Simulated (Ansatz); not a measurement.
Structure (in its standard cell), the input geometry of an electronic-structure calculation (not necessarily at equilibrium); the starting structure was generated, so it need not be a known form of this composition:

Space group Fm-3m (No. 225). a = 3.828 Å, b = 3.828 Å, c = 3.828 Å, α = 90.00°, β = 90.00°, γ = 90.00°
| atom | site | symmetry | x | y | z |
| --- | --- | --- | --- | --- | --- |
| Si | 4a | m-3m | 0.0000 | 0.0000 | 0.0000 |

Question: What does the kinematic electron diffraction pattern along [111] look like at 120 kV (B = 0.5 Å²)?

Answer: The spots form a hexagonal net with both shortest vectors at d = 1.35 Å, 60.0° apart. They are -2 2 0 and -2 0 2. The pattern has symmetry 6mm. The lattice centring (F) removes all reflections that break h + k = 2n, h + l = 2n.

Strongest reflections with d > 0.80 Å, one of each family (|F|² from tabulated Gaussian fits of the electron scattering factors, times a small damping for the curvature of the Ewald sphere):

```
   hkl  d (Å)  I (strongest = 100)
2 0 -2  1.354                  100
```

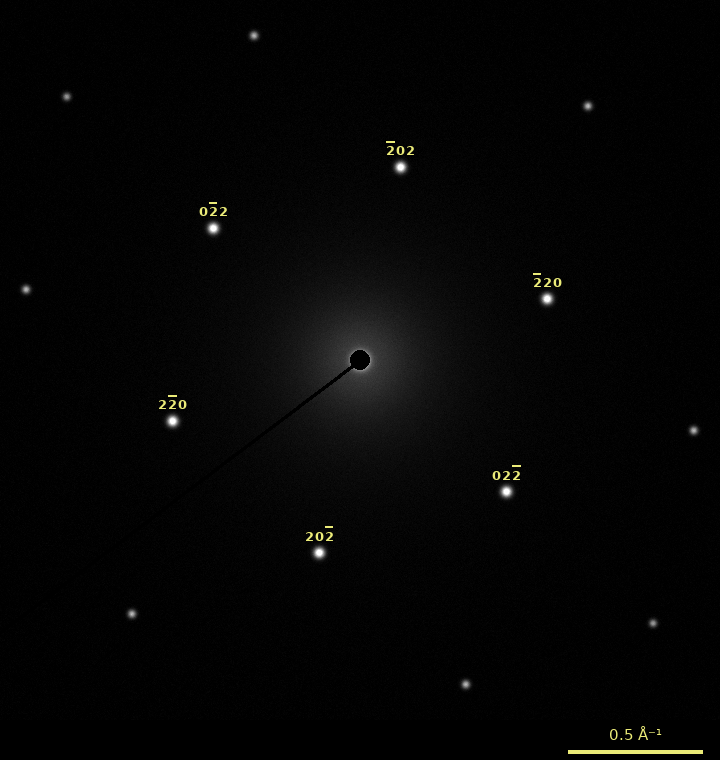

Calculated pattern, seen from the source side with [111] pointing towards the source.
